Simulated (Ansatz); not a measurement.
Input file:

```
crystal:
  lattice:
    - [2.8394492406, 0.0, 0.0]
    - [-1.4197246203, 2.4590351751, 0.0]
    - [0.0, 0.0, 27.7206091321]
  atoms:
    - { symbol: Al, position: [0.0, 0.0, 0.0] }
    - { symbol: Al, position: [0.3333333333, 0.6666666667, 0.0839849601] }
    - { symbol: Al, position: [0.6666666667, 0.3333333333, 0.1669322061] }
    - { symbol: Al, position: [1.0, 1.0, 0.25] }
    - { symbol: Al, position: [0.3333333333, 0.6666666667, 0.3330677939] }
    - { symbol: Al, position: [0.6666666667, 0.3333333333, 0.4160150399] }
    - { symbol: Al, position: [0.3333333333, 0.6666666667, 0.9160150399] }
    - { symbol: Al, position: [0.6666666667, 0.3333333333, 0.8330677939] }
    - { symbol: Al, position: [1.0, 1.0, 0.75] }
    - { symbol: Al, position: [0.3333333333, 0.6666666667, 0.6669322061] }
    - { symbol: Al, position: [0.6666666667, 0.3333333333, 0.5839849601] }
    - { symbol: Al, position: [1.0, 1.0, 0.5] }
basis:
  ecutwfc: 420
kpoints:
  mp_grid: { grid: [21, 21, 4] }
hamiltonian:
  xc: pbesol
scf:
  occupations: { method: gaussian, width: 0.1 }
output:
  forces: true
  stress: true
  eigenvalues: true
  write_density: true
  write_potential: true
  elf: true
  volumetric_format: npy
```

Launched as:

```sh
ansatz run input.yaml --threads 2 --pin off --max-ram 5120MiB --backend cpu --events-out ev --progress --plain --runs-dir out
```

Method: DFT PBEsol, scalar-relativistic, plane waves, PAW (Ansatz).

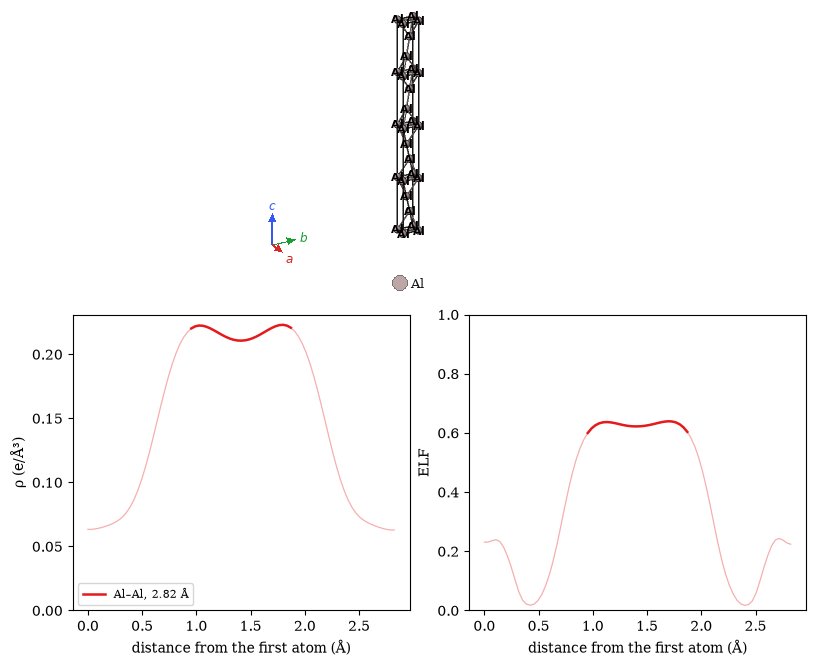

Al (interface cell). Valence pseudo-density and electron localisation function along straight lines between neighbouring atoms. Thin, pale parts lie inside the atomic spheres. The structure is drawn too.

Core electrons are frozen (PAW), and the valence fields are smoothed inside the atomic spheres.

Question: What can be read from the curves?

Answer: Al–Al (2.82 Å): ρ at the midpoint is about 0.21 e/Å³; the ELF peaks at about 0.65 between the atoms.
